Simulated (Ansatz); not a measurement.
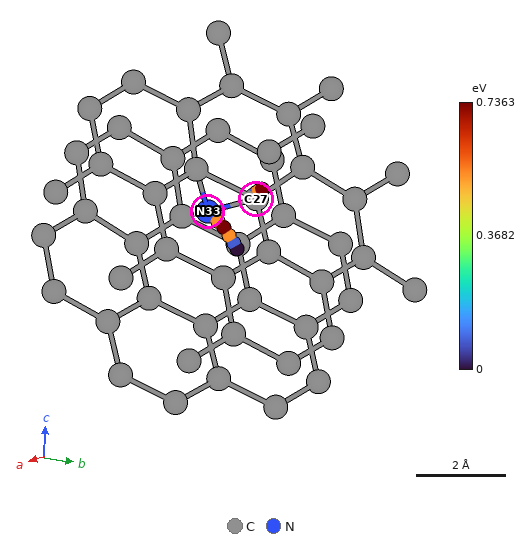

NEB run on a defect cell of composition C32N (33 atoms in the cell). Images are numbered from 0 (start) to 6 (end). The start is drawn whole; smaller spheres mark the moving atoms (C, N) in the later images, joined by lines and coloured by the energy of the image relative to the start. Style: ball-and-stick. Shown: the atoms within 4.7 Å of the middle of the path, slightly off an axis. The atoms that move most are ringed. Bonds to atoms that aren't drawn are left out.

All numbers below come from DFT PBE+D3(BJ), scalar-relativistic, plane waves, PAW (Ansatz 0.2.0). Settings: plane-wave cutoff 420 eV; k-point mesh 2 × 2 × 2; Gaussian smearing 0.02 eV; spin collinear; 5 movable images; climbing image.

### Describe the path and its energy.

The N atom travels furthest, 1.09 Å from end to end, along [0 1 −1], on a path that bends up to 0.17 Å away from the straight line. At the highest image its nearest neighbour (C) is 1.49 Å away, against 1.44 Å at the start, and the surrounding atoms stand up to 0.33 Å off the mean of their end positions. Breaking: C–N (1.45 → 2.35 Å). Forming: C–N (2.35 → 1.45 Å). The barrier is about 0.74 eV in both directions, with image 3 at the top; the ends have the same energy. The band converged in 16 iterations, with a climbing image at the top.

Limits of the set-up: the periodic images lie only 6.6 Å apart, so the values are limited by the cell's size.

Cost: 7.2 min on 4 threads of Intel(R) Xeon(R) 6975P-C (Granite Rapids) (shared host), peak memory 2.3 GiB.
